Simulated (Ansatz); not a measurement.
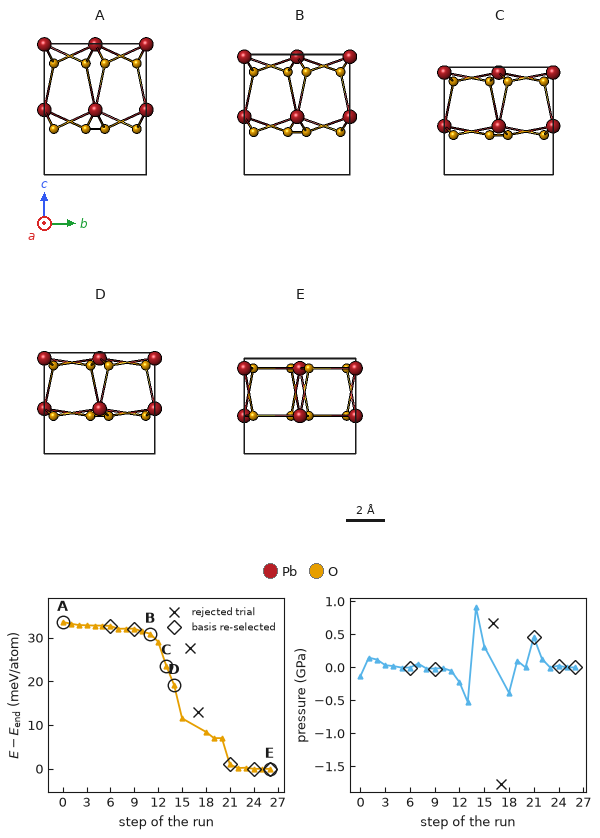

Frames of a relaxation of a crystal of PbO₂ (built on the random type), marked on the history of the run. A ball-and-stick model of the conventional cell (2 times the calculation's cell), seen along the a axis. Lengths and directions refer to the drawn axes.

Case: random cell with space group Aea2 (No. 41).

All numbers below come from DFT PBE, scalar-relativistic, plane waves, PAW (Ansatz 0.2.0). Settings: plane-wave cutoff 420 eV; k-point mesh 6 × 6 × 6; occupations gaussian; smearing width 0.02 eV; no spin polarisation; cell and atoms relaxed; force threshold 0.01 eV/Å; at most 80 steps.

Q: What happens along the run?

A: The energy falls by 33.6 meV per atom in 19 accepted moves (26 points after the start). The largest force component goes from 0.0085 to 0.0003 eV/Å. The pressure goes from −0.13 to 0.00 GPa. The line search rejected the trial steps at points 16, 17 of the run. The SCF was repeated 5 times at an unchanged geometry on a basis and grid sized afresh for the cell, which shifted the energy by 6.0 meV per atom at most. The largest moves relative to the cell, 0.50 Å, are those of Pb atoms. By element the largest moves are Pb 0.50 Å, O 0.26 Å. The volume changes by −10.3 %, with a 5.604 → 6.346 Å (+13.2 %), b 5.506 → 6.006 Å (+9.1 %), c 7.078 → 5.141 Å (−27.4 %). Some distances before and after: O–Pb 4.628 → 2.679 Å, O–Pb 2.539 → 2.634 Å, O–Pb 2.521 → 2.591 Å, O–Pb 2.619 → 2.679 Å. Among the angles between lasting bonds that change: O–Pb–O 132.2° → 180.0°, Pb–O–Pb 101.8° → 113.5°, O–Pb–O 81.1° → 92.5°. The space group (tolerance 0.01 Å) goes from Aea2 (No. 41) to Cmce (No. 64). The run took 6.4 min on 1 thread of Intel(R) Xeon(R) Platinum 8375C CPU @ 2.90GHz (Ice Lake), on a shared host, peak memory 0.46 GiB. From step 0 to 11: Pb atoms move most (0.08 Å), volume −0.5 %, energy −2.7 meV per atom. From step 11 to 13: Pb atoms move most (0.17 Å), volume −4.2 %, energy −7.3 meV per atom. From step 13 to 14: Pb atoms move most (0.04 Å), volume −3.5 %, energy −4.5 meV per atom. From step 14 to 26: Pb atoms move most (0.25 Å), volume −2.5 %, energy −19.2 meV per atom.

```tsv
step	E − E(0), meV/atom	largest force component, eV/Å	pressure, GPa	volume, Å³/atom	note
0	0.00	0.0085	-0.13	18.201	
1	-0.40	0.0121	0.15	18.138	
2	-0.71	0.0198	0.12	18.167	
3	-0.77	0.0355	0.03	18.194	
4	-0.83	0.0212	0.02	18.196	
5	-0.83	0.0003	0.00	18.194	
6	-0.91	0.0014	0.00	18.194	same geometry, new basis
7	-1.56	0.0042	0.06	18.170	
8	-1.53	0.0014	-0.02	18.188	
9	-1.54	0.0023	-0.02	18.188	same geometry, new basis
10	-2.19	0.0035	-0.01	18.158	
11	-2.71	0.0040	-0.05	18.116	
12	-4.55	0.0761	-0.22	17.903	
13	-9.98	0.0566	-0.52	17.351	
14	-14.46	0.2747	0.91	16.747	
15	-22.08	0.1615	0.32	16.258	
16	-6.01	0.2680	0.67	16.248	rejected
17	-20.71	0.1926	-1.76	16.570	rejected
18	-25.18	0.0799	-0.38	16.339	
19	-26.60	0.0108	0.10	16.209	
20	-26.60	0.0026	0.00	16.226	
21	-32.64	0.0157	0.46	16.226	same geometry, new basis
22	-33.45	0.0148	0.13	16.287	
23	-33.38	0.0023	0.00	16.322	
24	-33.63	0.0025	0.03	16.322	same geometry, new basis
25	-33.63	0.0002	0.00	16.328	
26	-33.64	0.0003	0.00	16.328	same geometry, new basis
```
